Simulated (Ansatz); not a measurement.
## Al2Ni: geometry relaxation (part 1 of 2)

- system: Al2Ni (P-3m1, 3 atoms in the cell)
- method: DFT PBE, scalar-relativistic, plane waves, PAW, no spin polarisation (Ansatz 0.2.0)

The structure was made by a generator, so it may or may not be a known phase.

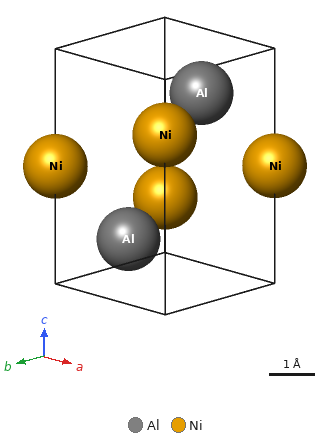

**Figure 1.** The input geometry (spheres-only view of the cell of the calculation, seen at an oblique angle). An atom can appear more than once, as a periodic image.

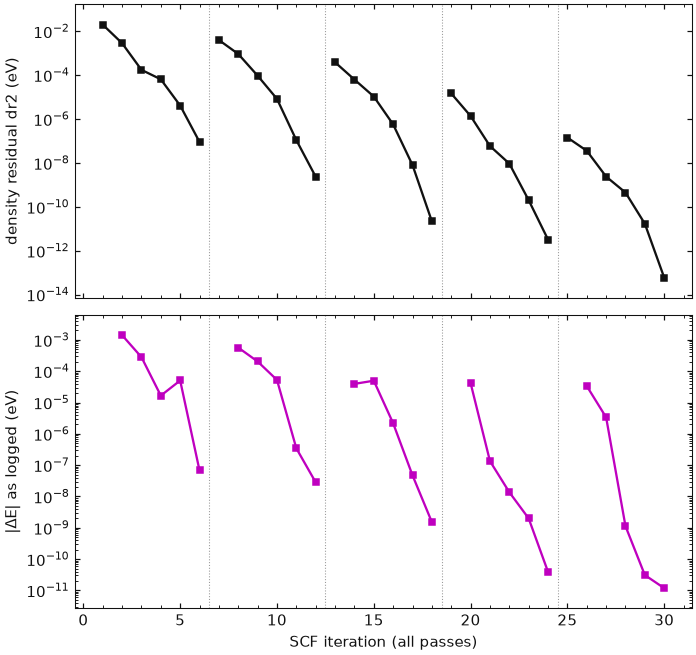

**Figure 2.** Convergence of the self-consistent field: density residual dr2 and size of the energy change against the SCF iteration. The dotted lines part the SCF passes of the relaxation: geometry steps, rejected trials and re-solves on a re-selected basis. The 5 passes take 6 iterations each, 30 in all.

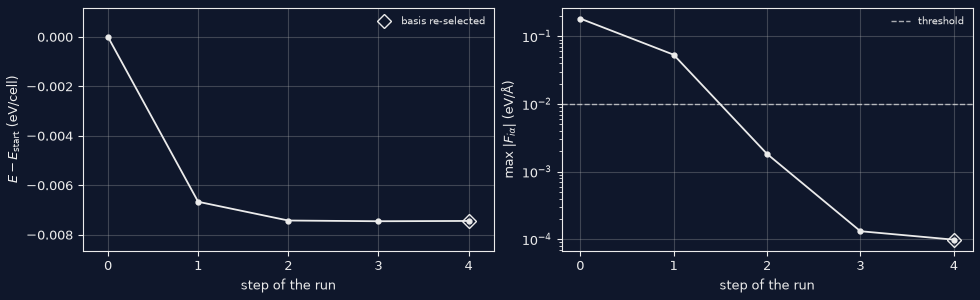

**Figure 3.** Progress of the relaxation, step by step (the first geometry is step 0 here and step 1 in the log).

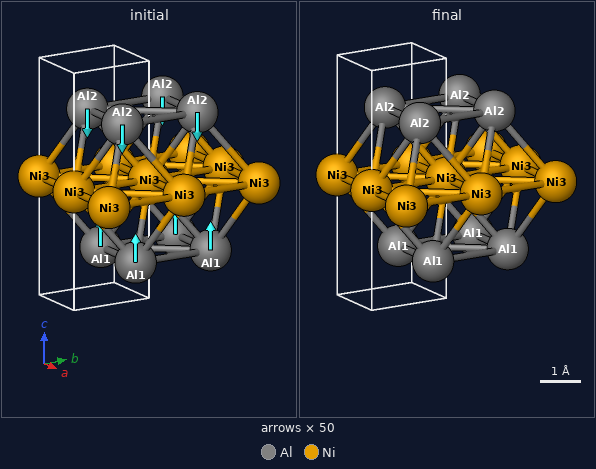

**Figure 4.** Before (left) and after (right) the relaxation, at one scale (ball-and-stick view of the cell of the calculation, repeated 2 × 2 × 1, seen slightly off an axis). The teal arrows give the displacements (without the part carried along by the change of the cell), magnified 50 times. Over 3 geometry steps the energy falls by 7.5 meV per cell of the calculation. Largest force component: 0.18 eV/Å at the start, under 0.0001 eV/Å at the end. Pressure: −0.12 GPa at the start and −0.01 GPa at the end. The largest moves relative to the cell, 0.015 Å, are those of Al1 and Al2. Ni stays in place. Cell: a = b 2.826 → 2.809 Å (−0.6 %), c 6.031 → 6.096 Å (+1.1 %). Volume −0.1 %. Among the contacts that change: Al1–Al2 2.811 → 2.851 Å, Al1–Al1 2.826 → 2.809 Å, Ni3–Ni3 2.826 → 2.809 Å. The space group stays P-3m1 (No. 164). A last SCF at the same geometry on a re-selected plane-wave basis shifts the energy by +0.0 meV per cell of the calculation. (Atoms are counted from 1 in the order of the input.)

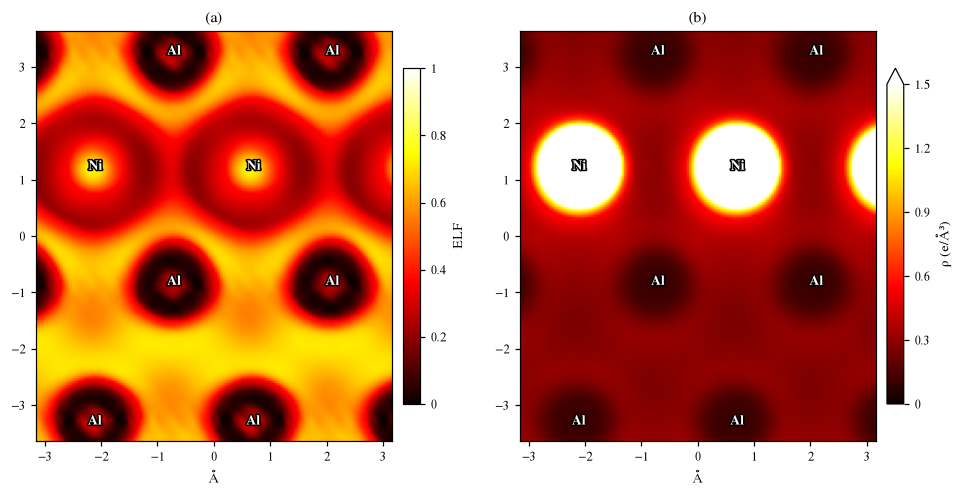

**Figure 5.** (a) ELF; (b) valence pseudo-density on the (101) plane of the conventional cell. The section cuts through Al and Ni sites. Al–Ni (2.48 Å): the density is about 0.31 e/Å³ at the midpoint; the ELF is about 0.45 at the midpoint, which marks metallic bonding. Al–Al (2.81 Å): ρ is about 0.21 e/Å³ halfway; the ELF is about 0.60 at the midpoint, which marks nearly free electrons, as in a simple metal. Ni–Ni (2.81 Å): the density is about 0.22 e/Å³ at the midpoint; the ELF is about 0.30 at the midpoint (no shared electron pair). Al–Al (2.85 Å): the density is about 0.21 e/Å³ at the midpoint; the ELF peaks at about 0.70 between the atoms. Away from the nuclei the density in this plane falls to 0.18 e/Å³ at its lowest. The strong features right at Ni lie inside the PAW spheres (semicore, d or f shells) and say nothing about bonding. Core electrons are frozen (PAW), so the fields are smoothed inside the atomic spheres.

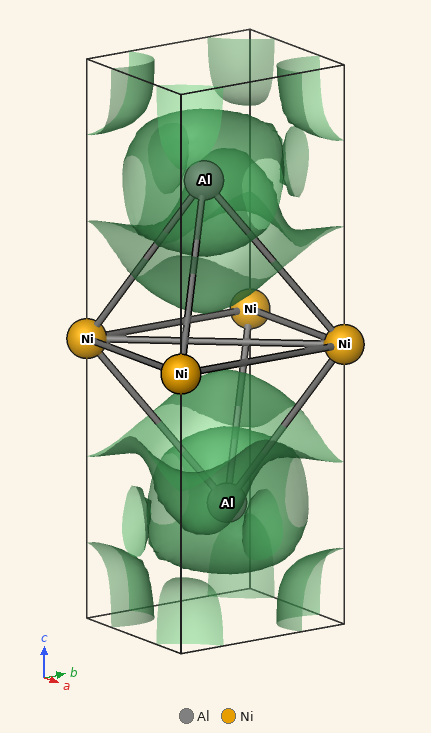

**Figure 6.** Isosurface of the ELF at 0.45 (green), seen slightly off an axis. Only the valence region is drawn (cores and ρ < 0.01 e/Å³ removed). Sticks mark near contacts. The outline is the cell set on symmetry axes.

These pictures come from the run below.

## Input
```yaml
crystal:
  lattice:
    - [2.8259734707, 0.0, 0.0]
    - [-1.4129867353, 2.447364816, 0.0]
    - [0.0, 0.0, 6.0310115926]
  atoms:
    - { symbol: Al, position: [0.3333333333, 0.6666666667, 0.1897942534] }
    - { symbol: Al, position: [0.6666666667, 0.3333333333, 0.8102057466] }
    - { symbol: Ni, position: [0.0, 0.0, 0.5] }
basis:
  ecutwfc: 420
kpoints:
  mp_grid: { grid: [18, 18, 8] }
hamiltonian:
  xc: pbe
scf:
  occupations: { method: gaussian, width: 0.1 }
output:
  forces: true
  stress: true
  eigenvalues: true
  write_density: true
  write_potential: true
  elf: true
  volumetric_format: npy
relax:
  adjacent_minimum: "off"
  f_tol: 0.01
  max_steps: 80
  cell: { stress_tol: 0.05 }
```

Command:
```bash
ansatz run input.yaml --threads 1 --pin off --max-ram 2560MiB --backend cpu --events-out ev --progress --plain --runs-dir out
```

## Log
```
Engine: ansatz 0.2.0, aarch64-unknown-linux-gnu
Pseudopotentials: kind: paw
Pseudopotential: Al, paw, valence charge 3, recommended cutoff 420 eV (normal), Al.paw.azcp
Pseudopotential: Ni, paw, valence charge 18, recommended cutoff 420 eV (normal), Ni.paw.azcp
Functional definition: PBE
  parameter kappa = 0.804
  parameter beta = 0.06672455060314922
  exchange = pbe_x(kappa = kappa, mu = beta*pi^2/3)
  correlation = pbe_c(beta = beta)
Crystal: 3 atoms, lattice volume = 41.712 Å³
Basis set: ecut = 420 eV, 813 PW (Γ), exchange–correlation on 40×40×90 points (8 copies of the dense FFT grid, shifted against one another)
Bands: 16, of which v1, the nominal top of the filled ones, is band 12 counted from 1 (11 counted from 0)
Symmetry: 12 space group operations
Space group: P-3m1 (ITA 164), of the structure as read, at distance tolerance 3.5e-5 Å
k-points: 266 of 2592
Non-local potential: Al, projectors of the file, l = 0: 2, l = 1: 2, l = 2: 1
Non-local potential: Ni, projectors of the file, l = 0: 3, l = 1: 2, l = 2: 3, l = 3: 1
PAW form: soft (Blöchl's): semilocal exchange-correlation on the pseudo side does not see the compensation charge
PAW one-centre angular grid: Al, 110 points (default); XC on 64 Gauss nodes
PAW one-centre angular grid: Ni, 590 points (default); XC on 64 Gauss nodes
Initial density: superposition of atomic densities (neutral atoms: chi_scale 0, normalization atom), corrected by the library's trained network
Initial wavefunctions: pseudopotential atomic-orbital guess
Functional: x = pbe(κ = 0.804, μ = 0.2195149727645171), c = pbe(β = 0.06672455060314922)
SCF iter   1: F=—  HF=-6915.640193 eV  |F-HF|=—  |Δ(HF+E_count)|=         —  Δρ=8.00e-3  dr2=2.00e-2  ethr=1.77e-3  ⟨swp⟩=5.3  Hψ=21871  notcnv=0
preconditioner: auto → none  [metal: Δε(μ)=0.002 eV  Ē_g=7.025 eV  σ=0.100 eV  W_gap=0.01  n_scr=4 (ndim 8)  ℏωp=23.0 eV  f_vac=0.000  D(μ)=1.40/eV (n_scr^D=4)  sad-step TF]
SCF iter   2: F=—  HF=-6915.638771 eV  |F-HF|=—  |Δ(HF+E_count)|=   1.42e-3  Δρ=2.74e-3  dr2=2.85e-3  ethr=8.31e-5  ⟨swp⟩=1.0  Hψ=6390  notcnv=0
SCF iter   3: F=—  HF=-6915.638489 eV  |F-HF|=—  |Δ(HF+E_count)|=   2.82e-4  Δρ=7.09e-4  dr2=1.74e-4  ethr=1.19e-5  ⟨swp⟩=1.0  Hψ=4257  notcnv=0
SCF iter   4: F=—  HF=-6915.638472 eV  |F-HF|=—  |Δ(HF+E_count)|=   1.66e-5  Δρ=4.42e-4  dr2=6.45e-5  ethr=7.27e-7  ⟨swp⟩=2.0  Hψ=6356  notcnv=0
SCF iter   5: F=—  HF=-6915.638422 eV  |F-HF|=—  |Δ(HF+E_count)|=   5.06e-5  Δρ=1.29e-4  dr2=4.10e-6  ethr=2.69e-7  ⟨swp⟩=2.2  Hψ=5714  notcnv=0
SCF iter   6: F=-6915.638422 eV  HF=-6915.638422 eV  |F-HF|=5.34e-8  |Δ(HF+E_count)|=   6.76e-8  Δρ=1.36e-5  dr2=9.02e-8  ethr=4.17e-10  ⟨swp⟩=6.7  Hψ=27715  notcnv=0
SCF 1 converged in 6 iterations: F = -6915.638422 eV  dr2 = 9.02e-8
  greatest PAW one-centre occupation: 1.001 electrons in one spin orbital (limit 2), on the Ni atom at site 2 (counted from 0), in its partial waves of l = 1
relax step   1: F+E_penalty+E_count = -6915.63842153 eV  Δ(F+E_penalty+E_count) = +0.000e0 eV  max|allowed force component| = 1.838e-1 eV/Å  Δτ_max = 0.0000 Å  P = -0.117 GPa  Ω = 41.712 Å³  (6 SCF iters, dr2 threshold 1.00e-7 eV, accepted)
Crystal: 3 atoms, lattice volume = 41.789 Å³
Basis set: ecut = 420 eV, 801 PW (Γ), exchange–correlation on 40×40×90 points (8 copies of the dense FFT grid, shifted against one another)
Initial density: handed on by an earlier stage of this run
Initial wavefunctions: those handed on with the density
iter 1 solved again at ethr=1.52e-5 eV; its pass at ethr=3.10e-3 eV (dr2=3.65e-3 eV) is discarded
SCF iter   1: F=—  HF=-6915.645912 eV  |F-HF|=—  |Δ(HF+E_count)|=         —  Δρ=1.85e-3  dr2=3.97e-3  ethr=1.52e-5  ⟨swp⟩=1.8  Hψ=25365  notcnv=0
preconditioner: auto → none  [metal: Δε(μ)=0.006 eV  Ē_g=7.074 eV  σ=0.100 eV  W_gap=0.03  n_scr=4 (ndim 8)  ℏωp=23.0 eV  f_vac=0.000  D(μ)=1.40/eV (n_scr^D=4)]
SCF iter   2: F=—  HF=-6915.645344 eV  |F-HF|=—  |Δ(HF+E_count)|=   5.68e-4  Δρ=1.71e-3  dr2=9.20e-4  ethr=1.52e-5  ⟨swp⟩=2.0  Hψ=5877  notcnv=0
SCF iter   3: F=—  HF=-6915.645139 eV  |F-HF|=—  |Δ(HF+E_count)|=   2.05e-4  Δρ=3.82e-4  dr2=9.44e-5  ethr=3.83e-6  ⟨swp⟩=2.0  Hψ=5960  notcnv=0
SCF iter   4: F=—  HF=-6915.645086 eV  |F-HF|=—  |Δ(HF+E_count)|=   5.27e-5  Δρ=1.35e-4  dr2=8.27e-6  ethr=3.93e-7  ⟨swp⟩=1.3  Hψ=4505  notcnv=0
iter 5 did not close the SCF: its close was put off for the readings that it lacked (scf_convergence_deferred on its scf_iter line)
SCF iter   5: F=-6915.645085 eV  HF=-6915.645085 eV  |F-HF|=3.20e-8  |Δ(HF+E_count)|=   3.45e-7  Δρ=2.11e-5  dr2=1.09e-7  ethr=3.45e-8  ⟨swp⟩=1.6  Hψ=4871  notcnv=0
SCF iter   6: F=-6915.645085 eV  HF=-6915.645085 eV  |F-HF|=7.90e-10  |Δ(HF+E_count)|=   2.83e-8  Δρ=3.59e-6  dr2=2.34e-9  ethr=4.56e-10  ⟨swp⟩=6.1  Hψ=26452  notcnv=0
SCF 2 converged in 6 iterations: F = -6915.645085 eV  dr2 = 2.34e-9
relax step   2: F+E_penalty+E_count = -6915.64508548 eV  Δ(F+E_penalty+E_count) = -6.664e-3 eV  max|allowed force component| = 5.371e-2 eV/Å  Δτ_max = 0.0207 Å  P = -0.318 GPa  Ω = 41.789 Å³  energy of the carried Pulay correction = -3.208e-5 eV  (6 SCF iters, dr2 threshold 3.00e-7 eV, accepted)
Crystal: 3 atoms, lattice volume = 41.697 Å³
iter 1 solved again at ethr=1.61e-6 eV; its pass at ethr=3.10e-3 eV (dr2=3.86e-4 eV) is discarded
```
